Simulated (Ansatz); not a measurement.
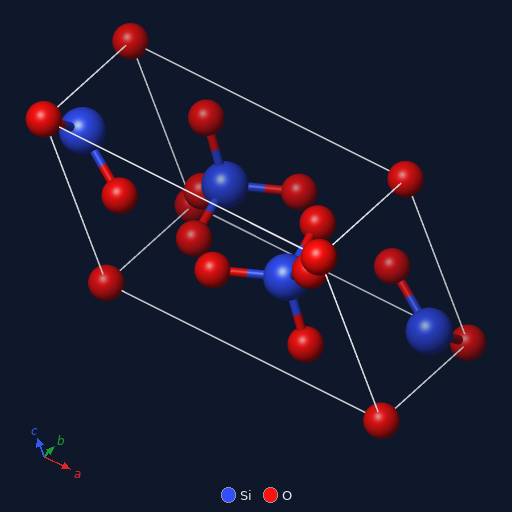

System: SiO₂, space group Imma (No. 74). The picture shows the cell.

Structure:
```
CELL_PARAMETERS angstrom
-2.61506 4.73787 4.43669
2.61506 -4.73787 4.43669
2.61506 4.73787 -4.43669
ATOMIC_POSITIONS crystal
Si 0.92756 0.84410 0.08345
Si 0.73935 0.15590 0.58345
Si 0.07244 0.15590 0.91655
Si 0.26065 0.84410 0.41655
O 0.12784 0.87784 0.25000
O 0.87216 0.12216 0.75000
O 0.79029 0.50000 0.79029
O 0.20971 0.00000 0.70971
O 0.20971 0.50000 0.20971
O 0.79029 0.00000 0.29029
O 0.00000 0.00000 0.00000
O 0.50000 0.00000 0.50000
```

Input of one of the runs behind the figure:
```
crystal:
  lattice:
    - [-2.6150634384, 4.7378721332, 4.4366927626]
    - [2.6150634384, -4.7378721332, 4.4366927626]
    - [2.6150634384, 4.7378721332, -4.4366927626]
  atoms:
    - { symbol: Si, position: [0.9275554424, 0.844101521, 0.0834539215] }
    - { symbol: Si, position: [0.7393524005, 0.155898479, 0.5834539215] }
    - { symbol: Si, position: [0.0724445576, 0.155898479, 0.9165460785] }
    - { symbol: Si, position: [0.2606475995, 0.844101521, 0.4165460785] }
    - { symbol: O, position: [0.1278353228, 0.8778353228, 0.25] }
    - { symbol: O, position: [0.8721646772, 0.1221646772, 0.75] }
    - { symbol: O, position: [0.7902925021, 0.5, 0.7902925021] }
    - { symbol: O, position: [0.2097074979, 0.0, 0.7097074979] }
    - { symbol: O, position: [0.2097074979, 0.5, 0.2097074979] }
    - { symbol: O, position: [0.7902925021, 0.0, 0.2902925021] }
    - { symbol: O, position: [0.0, 0.0, 0.0] }
    - { symbol: O, position: [0.5, 0.0, 0.5] }
basis:
  ecutwfc: 420
kpoints:
  mp_grid: { grid: [6, 6, 6] }
hamiltonian:
  xc: lda
scf:
  occupations: { method: gaussian, width: 0.02 }
output:
  forces: true
  stress: true
  eigenvalues: true
```

Command:
```bash
ansatz run input.yaml --threads 2 --pin off --max-ram 5120MiB --backend cpu --events-out ev --progress --plain --runs-dir out
```

Calculation (Ansatz 0.2.0): energy, stress and cell of a relaxed crystal along a series of strains, atoms and what the cell freedom names relaxed within the symmetry; plane waves with PAW datasets, Γ-centred k mesh; energies extrapolated to zero smearing. Level: LDA, no spin polarisation.

- wave cutoff: 420 eV
- k mesh: 6×6×6
- occupations: Gaussian
- smearing width: 0.02 eV
- strain kind: biaxial in the ab plane
- cell freedom: length and tilt of c free

What does the calculation give for the energy change against strain? The strain takes the values −2, −1, 0, 1, 2 %.

The energy falls towards negative values, so the start isn't a stationary minimum along this path. The energy change rises from −0.90 meV/atom at strain −2 % to 4.45 meV/atom at 2 %.

```tsv
strain (%)	energy change (meV/atom)
-2	-0.90
-1	-0.55
0	0.00
1	0.58
2	4.45
```

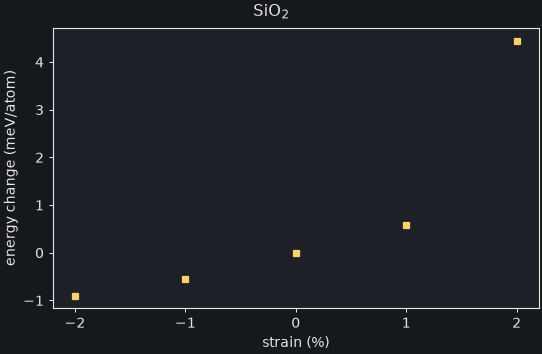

Limits of the calculation: given cell is unstable to this strain.
